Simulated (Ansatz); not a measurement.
**Geometry relaxation of Te (part 2 of 2)**

The same run, continued: Te (3 atoms in the cell); DFT PBE+D3(BJ), scalar-relativistic, plane waves, PAW, no spin polarisation (Ansatz 0.2.0); cutoff 420 eV, 12×12×6 k-mesh, Gaussian smearing of 0.01 eV. The structure derives from an entry of the Crystallography Open Database.

Geometry of the input (Å; fractional positions):
```
4.4540  0.0000  0.0000
-2.2270  3.8573  0.0000
0.0000  0.0000  5.9240
Te 0.2690  0.0000  0.3333
Te -0.0000  0.2690  0.6667
Te 0.7310  0.7310  0.0000
```

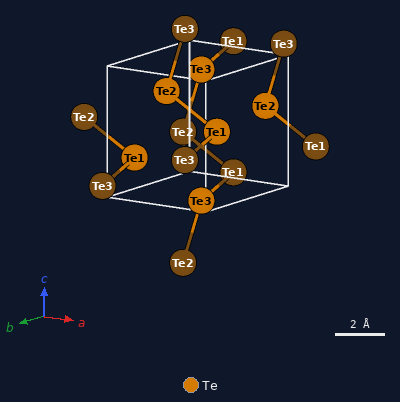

The geometry at step 2 of the log (ball-and-stick view of the cell of the calculation, seen at an oblique angle; neighbours outside the cell are drawn fainter; atoms are numbered from 1 in the order of the input).

The program's output, continued:
```
SCF iter   1: F=—  HF=-20941.187391 eV  |F-HF|=—  |Δ(HF+E_count)|=         —  Δρ=5.04e-4  dr2=1.78e-4  ethr=5.22e-7  ⟨swp⟩=3.0  Hψ=16929  notcnv=0
preconditioner: auto → Resta (q_TF=auto, 2.431 Å⁻¹)  ε∞=4.4  [insulator: Δε(μ)=0.036 eV  Ē_g=8.721 eV  σ=0.010 eV  W_gap=0.99  n_scr=22 (ndim 8)  ℏωp=16.1 eV  f_vac=0.014  D(μ)=0.03/eV (n_scr^D=0)  ε∞_Penn≈4.4]
SCF iter   2: F=—  HF=-20941.187378 eV  |F-HF|=—  |Δ(HF+E_count)|=   1.34e-5  Δρ=2.91e-4  dr2=5.75e-5  ethr=3.71e-7  ⟨swp⟩=1.0  Hψ=2900  notcnv=0
SCF iter   3: F=—  HF=-20941.187376 eV  |F-HF|=—  |Δ(HF+E_count)|=   1.75e-6  Δρ=2.99e-5  dr2=7.49e-7  ethr=1.20e-7  ⟨swp⟩=2.0  Hψ=3598  notcnv=0
SCF iter   4: F=-20941.187377 eV  HF=-20941.187377 eV  |F-HF|=5.90e-8  |Δ(HF+E_count)|=   2.28e-7  Δρ=9.70e-6  dr2=8.56e-8  ethr=6.25e-10  ⟨swp⟩=6.4  Hψ=13541  notcnv=0
SCF 4 converged in 4 iterations: F = -20941.187377 eV  dr2 = 8.56e-8
  greatest PAW one-centre occupation: 0.998 electrons in one spin orbital (limit 2), on the Te atom at site 0 (counted from 0), in its partial waves of l = 2
relax step   4: F+E_penalty+E_count = -20941.18737659 eV  Δ(F+E_penalty+E_count) = -1.999e-3 eV  max|allowed force component| = 7.698e-3 eV/Å  Δτ_max = 0.0115 Å  P = +0.122 GPa  Ω = 95.911 Å³  energy of the carried Pulay correction = +9.524e-4 eV  (4 SCF iters, dr2 threshold 3.00e-7 eV, accepted)
Crystal: 3 atoms, lattice volume = 96.357 Å³
iter 1 solved again at ethr=1.24e-7 eV; its pass at ethr=3.10e-3 eV (dr2=5.95e-5 eV) is discarded
SCF iter   1: F=—  HF=-20941.187491 eV  |F-HF|=—  |Δ(HF+E_count)|=         —  Δρ=2.53e-4  dr2=4.24e-5  ethr=1.24e-7  ⟨swp⟩=3.0  Hψ=16719  notcnv=0
preconditioner: auto → Resta (q_TF=auto, 2.429 Å⁻¹)  ε∞=4.4  [insulator: Δε(μ)=0.036 eV  Ē_g=8.712 eV  σ=0.010 eV  W_gap=0.99  n_scr=22 (ndim 8)  ℏωp=16.0 eV  f_vac=0.015  D(μ)=0.03/eV (n_scr^D=0)  ε∞_Penn≈4.4]
SCF iter   2: F=—  HF=-20941.187489 eV  |F-HF|=—  |Δ(HF+E_count)|=   2.26e-6  Δρ=1.45e-4  dr2=1.41e-5  ethr=8.84e-8  ⟨swp⟩=1.0  Hψ=2900  notcnv=0
SCF iter   3: F=—  HF=-20941.187489 eV  |F-HF|=—  |Δ(HF+E_count)|=   1.33e-7  Δρ=1.60e-5  dr2=2.47e-7  ethr=2.93e-8  ⟨swp⟩=2.0  Hψ=3644  notcnv=0
SCF iter   4: F=-20941.187489 eV  HF=-20941.187489 eV  |F-HF|=2.65e-8  |Δ(HF+E_count)|=   1.19e-7  Δρ=5.61e-6  dr2=4.29e-8  ethr=1.44e-10  ⟨swp⟩=6.0  Hψ=12937  notcnv=0
SCF 5 converged in 4 iterations: F = -20941.187489 eV  dr2 = 4.29e-8
relax step   5: F+E_penalty+E_count = -20941.18748922 eV  Δ(F+E_penalty+E_count) = -1.126e-4 eV  max|allowed force component| = 3.375e-3 eV/Å  Δτ_max = 0.0064 Å  P = -0.008 GPa  Ω = 96.357 Å³  energy of the carried Pulay correction = +8.781e-4 eV  (4 SCF iters, dr2 threshold 6.92e-8 eV, accepted)
Initial wavefunctions: pseudopotential atomic-orbital guess (no wavefunctions were taken with the density)
iter 1 solved again at ethr=1.92e-7 eV; its pass at ethr=3.10e-3 eV (dr2=9.20e-5 eV) is discarded
SCF iter   1: F=—  HF=-20941.186647 eV  |F-HF|=—  |Δ(HF+E_count)|=         —  Δρ=5.23e-5  dr2=3.99e-7  ethr=1.92e-7  ⟨swp⟩=3.3  Hψ=21155  notcnv=0
preconditioner: auto → Resta (q_TF=auto, 2.429 Å⁻¹)  ε∞=4.4  [insulator: Δε(μ)=0.035 eV  Ē_g=8.711 eV  σ=0.010 eV  W_gap=0.99  n_scr=22 (ndim 8)  ℏωp=16.0 eV  f_vac=0.014  D(μ)=0.03/eV (n_scr^D=0)  ε∞_Penn≈4.4]
SCF iter   2: F=—  HF=-20941.186652 eV  |F-HF|=—  |Δ(HF+E_count)|=   5.16e-6  Δρ=2.64e-5  dr2=1.16e-7  ethr=8.30e-10  ⟨swp⟩=2.0  Hψ=5299  notcnv=0
SCF iter   3: F=—  HF=-20941.186652 eV  |F-HF|=—  |Δ(HF+E_count)|=   2.95e-7  Δρ=5.04e-6  dr2=1.07e-8  ethr=2.42e-10  ⟨swp⟩=2.0  Hψ=5300  notcnv=0
SCF iter   4: F=—  HF=-20941.186652 eV  |F-HF|=—  |Δ(HF+E_count)|=   1.19e-8  Δρ=6.12e-7  dr2=3.83e-10  ethr=2.23e-11  ⟨swp⟩=2.0  Hψ=3800  notcnv=0
SCF iter   5: F=—  HF=-20941.186652 eV  |F-HF|=—  |Δ(HF+E_count)|=  7.06e-10  Δρ=1.57e-7  dr2=3.16e-11  ethr=1.00e-12  ⟨swp⟩=2.0  Hψ=3757  notcnv=0
SCF iter   6: F=-20941.186652 eV  HF=-20941.186652 eV  |F-HF|=1.46e-11  |Δ(HF+E_count)|=  3.64e-11  Δρ=5.76e-8  dr2=2.92e-12  ethr=1.00e-12  ⟨swp⟩=6.4  Hψ=12251  notcnv=0
SCF 6 converged in 6 iterations: F = -20941.186652 eV  dr2 = 2.92e-12
relax step   6: F+E_penalty+E_count = -20941.18665205 eV  Δ(F+E_penalty+E_count) = +8.372e-4 eV  max|allowed force component| = 3.341e-3 eV/Å  Δτ_max = 0.0000 Å  P = -0.009 GPa  Ω = 96.357 Å³  stress off target by 1.65e-2 GPa  SCF on the basis re-selected at this cell (its energy is not comparable with the rows above)  (6 SCF iters)
basis re-selected at this cell: Δ(F+E_penalty+E_count) = +8.372e-4 eV, ΔP = -0.001 GPa vs the last step (what re-selecting the basis moved, of the pressure what is left beyond the Pulay correction that the steps carried, after the strain that the cell walked since its last selection, with what the two solves' SCF thresholds leave and, on support functions, any second-order correction that the steps lacked; it is no measure of the basis error at this ecutwfc). This SCF's stress stands 1.65e-2 GPa from its target on what of the cell is left free (relax.cell.stress_tol is 5.00e-2 GPa) and its largest allowed force component is 3.34e-3 eV/Å (relax.f_tol is 5.00e-3 eV/Å): within both
SCF converged after 6 iterations
Free energy (F): -20941.186652 eV
Harris-Foulkes:  -20941.186652 eV  (|F-HF|=1.46e-11)
Internal energy: -20941.186650 eV  (E = F + TS)
E sigma→0 (E₀):  -20941.186651 eV
Entropy (-TS):   -0.000002 eV (-0.001 meV/atom)
Fermi energy:    9.670448 eV
--- Per-component energies (eV) ---
  E_band       = -762.268370
  E_kinetic    = 541.079441
  E_local      = -3627.066874  (includes V_loc(G=0)·N_el)
  E_nonlocal   = -931.368957
  E_hartree    = 2352.586602
  E_xc         = -372.866676
  E_vxc        = -312.268814  (∫ρ·V_xc dr)
  E_paw        = -13985.736332  (= ΣΔE_a)
  E_vpaw       = -1137.815748  (= ΣTr[D̂ρ^β])
  E_aug_tail   = -0.000635  (compensation charges beyond the density's cutoff)
  E_ewald      = -4916.443795
  E_disp       = -1.369424  (pairwise vdW)
  E_smearing   = -0.000002  (= −TS)
  E_closure    = -0.000000  (closes the sum)
  Σ components = -20941.186652   (vs F -20941.186652, Δ=0.00e0)
--- Forces (eV/Å), atoms counted from 1 ---
  atom   1  Te     0.00334111    -0.00000000     0.00000000
  atom   2  Te    -0.00167055     0.00289349     0.00000000
  atom   3  Te    -0.00167055    -0.00289349     0.00000000
  max |Σ_I F_I| component: 1.16e-17 eV/Å
--- Stress (GPa, compression-positive) ---
       -0.016539       0.000000       0.000000
        0.000000      -0.016539       0.000000
        0.000000       0.000000       0.005494
  P = ⅓ Tr σ = -0.0092 GPa (-0.092 kbar)
--- Band table (eV; the first three rows and the last of 100) ---
  k-point 0: bands = ["-27.8474", "-27.8474", "-27.8071", "-27.8071", "-27.8063", "-27.7439", "-27.6896", "-27.6896", "-27.6892", "-27.6626", "-27.6562", "-27.6562", "-27.6317", "-27.6208", "-27.6208", "-4.2302", "-0.8606", "-0.8606", "6.7203", "7.0606", "7.0606", "7.8823", "7.8823", "8.5047", "10.6507", "10.6507", "11.3397", "14.5596", "14.5596"]
  k-point 1: bands = ["-27.8566", "-27.8356", "-27.8115", "-27.8070", "-27.8008", "-27.7492", "-27.6911", "-27.6895", "-27.6876", "-27.6621", "-27.6566", "-27.6565", "-27.6293", "-27.6244", "-27.6179", "-4.1292", "-1.8188", "0.1422", "6.5238", "6.7612", "7.1887", "7.9894", "8.1602", "8.5520", "10.4266", "10.4619", "11.0578", "13.9823", "15.3500"]
  k-point 2: bands = ["-27.8623", "-27.8236", "-27.8142", "-27.8096", "-27.7917", "-27.7624", "-27.6915", "-27.6902", "-27.6856", "-27.6609", "-27.6576", "-27.6573", "-27.6273", "-27.6241", "-27.6172", "-3.8280", "-2.6559", "1.0192", "5.8766", "6.8659", "7.1094", "8.2399", "8.5943", "8.6851", "10.0382", "10.0926", "10.4711", "13.5382", "14.8843"]
  k-point 99: bands = ["-27.8625", "-27.8128", "-27.8128", "-27.8099", "-27.7751", "-27.7751", "-27.6932", "-27.6932", "-27.6809", "-27.6646", "-27.6559", "-27.6559", "-27.6379", "-27.6379", "-27.6035", "-2.0993", "-2.0993", "-0.8739", "4.2237", "4.2588", "4.2588", "8.7762", "9.6520", "9.6520", "9.6872", "10.5776", "10.5776", "15.7483", "16.0538"]
--- Relaxed structure (5 steps of the walk, 5 accepted, 1 SCFs on fresh bases) ---
  F+E_penalty+E_count = -20941.18665205 eV   max|allowed force component| = 3.341e-3 eV/Å   (the final SCF, on the basis selected at the relaxed cell)
  cell:  # Å, volume = 96.3569 Å³
    - [4.3186088774227995, 0.0, 0.0]
    - [-2.1593044387113998, 3.740024996857141, 2.598847442832763e-33]
    - [0.0, 3.991305695370185e-33, 5.96574278612145]
  atoms:
    - { symbol: Te, position: [0.28473887528915715, -5.996366207568007e-19, 0.33333333333333326] }
    - { symbol: Te, position: [2.7755575615628914e-17, 0.2847388752891572, 0.6666666666666665] }
    - { symbol: Te, position: [0.7152611247108427, 0.7152611247108427, -1.3004253507003619e-34] }
```

Trajectory as extended XYZ (Å, eV, eV/Å), 6 frames, from step=1 to step=6:
```
3
Lattice="4.4540 0.0000 0.0000 -2.2270 3.8573 0.0000 0.0000 0.0000 5.9240" Properties=species:S:1:pos:R:3:forces:R:3 step=1 energy=-20941.15215 pressure_GPa=-0.74
Te    1.1981    0.0000    1.9747    0.1545   0.0000   0.0000
Te   -0.5991    1.0376    3.9493   -0.0773   0.1338   0.0000
Te    1.6279    2.8197    0.0000   -0.0773  -0.1338   0.0000
3
Lattice="4.3798 0.0000 0.0000 -2.1899 3.7930 0.0000 0.0000 0.0000 5.8854" Properties=species:S:1:pos:R:3:forces:R:3 step=2 energy=-20941.17865 pressure_GPa=0.20
Te    1.2175    0.0000    1.9618    0.1095   0.0000   0.0000
Te   -0.6087    1.0544    3.9236   -0.0547   0.0948   0.0000
Te    1.5812    2.7387    0.0000   -0.0547  -0.0948   0.0000
3
Lattice="4.3267 0.0000 0.0000 -2.1634 3.7470 0.0000 0.0000 0.0000 5.9520" Properties=species:S:1:pos:R:3:forces:R:3 step=3 energy=-20941.18538 pressure_GPa=-0.33
Te    1.2494    0.0000    1.9840   -0.0727   0.0000   0.0000
Te   -0.6247    1.0820    3.9680    0.0364  -0.0630   0.0000
Te    1.5387    2.6650    0.0000    0.0364   0.0630   0.0000
3
Lattice="4.3110 0.0000 0.0000 -2.1555 3.7335 0.0000 0.0000 0.0000 5.9591" Properties=species:S:1:pos:R:3:forces:R:3 step=4 energy=-20941.18738 pressure_GPa=0.12
Te    1.2337    0.0000    1.9864   -0.0077   0.0000   0.0000
Te   -0.6169    1.0684    3.9727    0.0038  -0.0067   0.0000
Te    1.5387    2.6650    0.0000    0.0038   0.0067   0.0000
3
Lattice="4.3186 0.0000 0.0000 -2.1593 3.7400 0.0000 0.0000 0.0000 5.9657" Properties=species:S:1:pos:R:3:forces:R:3 step=5 energy=-20941.18749 pressure_GPa=-0.01
Te    1.2297    0.0000    1.9886    0.0034   0.0000   0.0000
Te   -0.6148    1.0649    3.9772   -0.0017   0.0029   0.0000
Te    1.5445    2.6751    0.0000   -0.0017  -0.0029   0.0000
3
Lattice="4.3186 0.0000 0.0000 -2.1593 3.7400 0.0000 0.0000 0.0000 5.9657" Properties=species:S:1:pos:R:3:forces:R:3 step=6 energy=-20941.18665 pressure_GPa=-0.01
Te    1.2297    0.0000    1.9886    0.0033   0.0000   0.0000
Te   -0.6148    1.0649    3.9772   -0.0017   0.0029   0.0000
Te    1.5445    2.6751    0.0000   -0.0017  -0.0029   0.0000
```

Key numbers:

- outcome: converged
- space group (tolerance 0.01 Å): P3₁21 (152)
- electrons treated: 48
- free energy: −20941.1867 eV
- Fermi energy: 9.670 eV
- gap on the k-point mesh: 0.04 eV
- pressure: −0.01 GPa
- final volume: 96.36 Å³
- largest force (length of the vector) at the end: 0.003 eV/Å
- final cell: a = 4.319 Å, b = 4.319 Å, c = 5.966 Å, α = 90.00°, β = 90.00°, γ = 120.00°
- hardware: 1 thread of Arm Neoverse V1, 24 GiB of memory available, shared host
- wall time: 2.6 min
- peak memory: 0.48 GiB
